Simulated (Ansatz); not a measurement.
# Rh: 6 runs along one coordinate

System: Rh (1 atom in the cell).
Method: Kohn-Sham DFT of a periodic cell, RPBE, spin-orbit coupling, Ansatz PAW, no spin polarisation (Ansatz 0.2.0).

The 6 runs differ only in the geometry, by an even scaling of the cell at fixed fractional positions. The structure derives from an entry of the Crystallography Open Database.

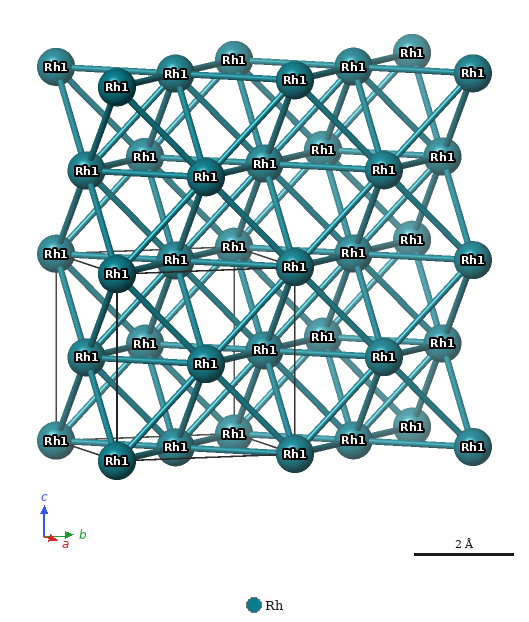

Figure 1. The structure of run 4 (ball-and-stick view of the cell 4 times as large as that of the calculation, set on its symmetry axes, repeated 1 × 2 × 2, seen slightly off an axis; atoms are numbered from 1 in the order of the input).

**Input of run 4**
```yaml
crystal:
  lattice:
    - [0.0, 1.9104189093, 1.9104189093]
    - [1.9104189093, 0.0, 1.9104189093]
    - [1.9104189093, 1.9104189093, 0.0]
  atoms:
    - { symbol: Rh, position: [0.0, 0.0, 0.0] }
hamiltonian:
  xc: rpbe
  pseudopotentials: { kind: paw_fr }
magnetization:
  noncollinear: true
  spin_orbit: true
kpoints:
  mp_grid: { grid: [12, 12, 12] }
scf:
  occupations: { method: fermi_dirac, width: 0.1 }
output:
  forces: true
  stress: true
  eigenvalues: true
```

Command:
```bash
ansatz run input.yaml --threads 1 --pin off --max-ram 2560MiB --backend cpu --events-out ev --progress --plain --runs-dir out
```

Run 2 differs from it as follows:
```diff
-    - [0.0, 1.9104189093, 1.9104189093]
-    - [1.9104189093, 0.0, 1.9104189093]
-    - [1.9104189093, 1.9104189093, 0.0]
+    - [0.0, 1.8851123679, 1.8851123679]
+    - [1.8851123679, 0.0, 1.8851123679]
+    - [1.8851123679, 1.8851123679, 0.0]
```

**Results, with one run withheld**

| run | volume per atom (Å³) | free energy per atom, from the lowest run given (meV) | pressure (GPa) |
| --- | --- | --- | --- |
| 1 | 13.125 | 89.21 | 26.09 |
| 2 | 13.398 | ? | ? |
| 3 | 13.671 | 24.12 | 12.59 |
| 4 | 13.945 | 7.52 | 6.95 |
| 5 | 14.218 | 0.00 | 1.95 |
| 6 | 14.492 | 0.53 | −2.48 |

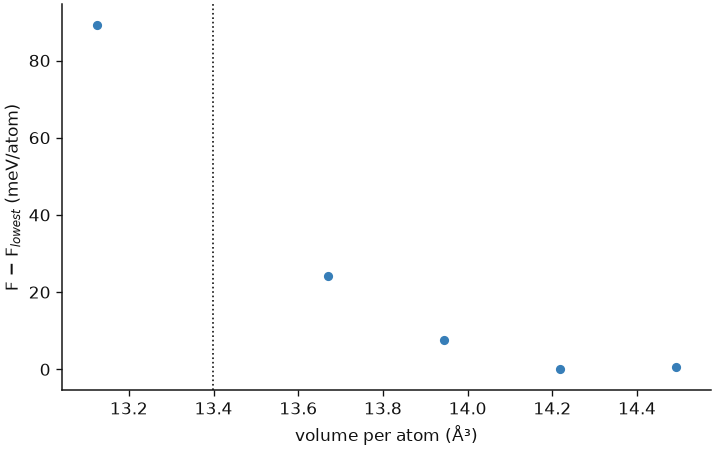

Figure 2. Free energy per atom of the runs given; the dotted line marks run 2.

Fit the runs given and predict run 2.

A cubic polynomial in V^(−2/3) (the Birch–Murnaghan form), fitted to the 5 runs given, misses them by at most 0.01 meV per atom. With x = V^(−2/3) − 0.17317 Å⁻², it reads F = 10.748 + 6218.7 x + 8.5687e+05 x² + 3.3347e+06 x³ (meV per atom). At run 2 it gives 50.90 meV per atom, and the run itself gives 50.89. The slope of the fit gives a pressure −dF/dV of 18.96 GPa there, and the run prints 18.94 GPa. The fit has its minimum at 14.335 Å³ per atom, where V d²F/dV² gives 234 GPa: the bulk modulus at this level, since symmetry fixes the shape and the positions.

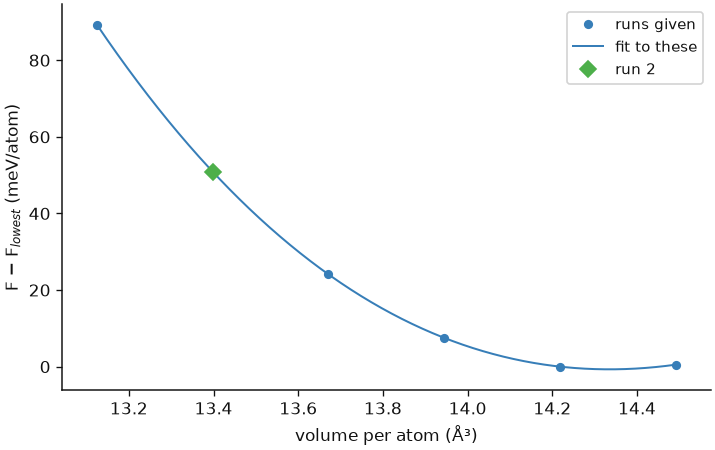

Figure 3. The fit and the withheld run.

**Output, shortened to warnings, some set-up lines, iterations and results (run 2)**
```
Basis set: ecut = 420 eV, 259 PW (Γ), exchange–correlation on 36×36×36 points (8 copies of the dense FFT grid, shifted against one another)
Symmetry: 48 space group operations + 48 with time reversal
k-points: 72 of 1728
Initial density: superposition of atomic densities (chi_scale 0.1, normalization cell)
[...]
SCF iter   1: F=—  HF=-6412.584742 eV  |F-HF|=—  |Δ(HF+E_count)|=         —  Δρ=1.12e-1  dr2=1.52e0  dr2_m=0.00e0 (ungated)  ethr=3.10e-3  |M|=0.00e0 ∫|m|=0.00e0 μB  …
SCF iter   2: F=—  HF=-6412.182133 eV  |F-HF|=—  |Δ(HF+E_count)|=   4.03e-1  Δρ=4.04e-2  dr2=1.36e-1  dr2_m=0.00e0 (ungated)  ethr=3.10e-3  |M|=0.00e0 ∫|m|=0.00e0 μB  …
SCF iter   3: F=—  HF=-6412.152855 eV  |F-HF|=—  |Δ(HF+E_count)|=   2.93e-2  Δρ=1.82e-2  dr2=1.10e-2  dr2_m=0.00e0 (ungated)  ethr=8.00e-4  |M|=0.00e0 ∫|m|=0.00e0 μB  …
SCF iter   4: F=—  HF=-6412.151550 eV  |F-HF|=—  |Δ(HF+E_count)|=   1.31e-3  Δρ=9.02e-4  dr2=7.30e-5  dr2_m=0.00e0 (ungated)  ethr=6.48e-5  |M|=0.00e0 ∫|m|=0.00e0 μB  …
SCF iter   5: F=—  HF=-6412.151539 eV  |F-HF|=—  |Δ(HF+E_count)|=   1.04e-5  Δρ=1.37e-4  dr2=8.31e-7  dr2_m=0.00e0 (ungated)  ethr=4.29e-7  |M|=0.00e0 ∫|m|=0.00e0 μB  …
SCF iter   6: F=-6412.151539 eV  HF=-6412.151539 eV  |F-HF|=1.33e-9  |Δ(HF+E_count)|=   1.90e-7  Δρ=1.16e-5  dr2=6.13e-9  dr2_m=0.00e0 (ungated)  ethr=5.88e-10  |M|=0.00e0 …
SCF 1 converged in 6 iterations: F = -6412.151539 eV  dr2 = 6.13e-9
SCF converged after 6 iterations
Magnetization: |M| = 0.0000 μB,  M = (+0.0000, +0.0000, +0.0000) μB
Absolute magnetization: 0.0000 μB (∫|m|)
  site 0: m = (+0.0000, +0.0000, +0.0000) μB, |m| = 0.0000 μB  (R = 1.10 Å)
Free energy (F): -6412.151539 eV
Harris-Foulkes:  -6412.151539 eV  (|F-HF|=1.33e-9)
Internal energy: -6412.113425 eV  (E = F + TS)
E sigma→0 (E₀):  -6412.132482 eV
Entropy (-TS):   -0.038114 eV (-38.114 meV/atom)
Fermi energy:    23.225827 eV
--- Per-component energies (eV) ---
  E_band       = -73.154413
  E_kinetic    = 574.458462
  E_local      = -1530.383727  (includes V_loc(G=0)·N_el)
  E_nonlocal   = 352.658799
  E_hartree    = 539.712122
  E_xc         = -222.642549
  E_vxc        = -279.265276  (∫ρ·V_xc dr)
  E_paw        = -3595.474444  (= ΣΔE_a)
  E_vpaw       = -270.048955  (= ΣTr[D̂ρ^β])
  E_aug_tail   = 0.000852  (compensation charges beyond the density's cutoff)
  E_ewald      = -2530.338852
  E_core_change = -0.104089  (= ΣΔE_core)
  E_smearing   = -0.038114  (= −TS)
  E_closure    = 0.000000  (closes the sum)
  Σ components = -6412.151539   (vs F -6412.151539, Δ=0.00e0)
--- Forces (eV/Å), atoms counted from 1 ---
  atom   1  Rh    -0.00000000     0.00000000     0.00000000
  max |Σ_I F_I| component: 1.18e-30 eV/Å
--- Stress (GPa, compression-positive) ---
       18.935260       0.000000       0.000000
        0.000000      18.935260       0.000000
       -0.000000       0.000000      18.935260
  P = ⅓ Tr σ = 18.9353 GPa (189.353 kbar)
```

Notes: Points of doubt noted for this run: forces on files of another functional.
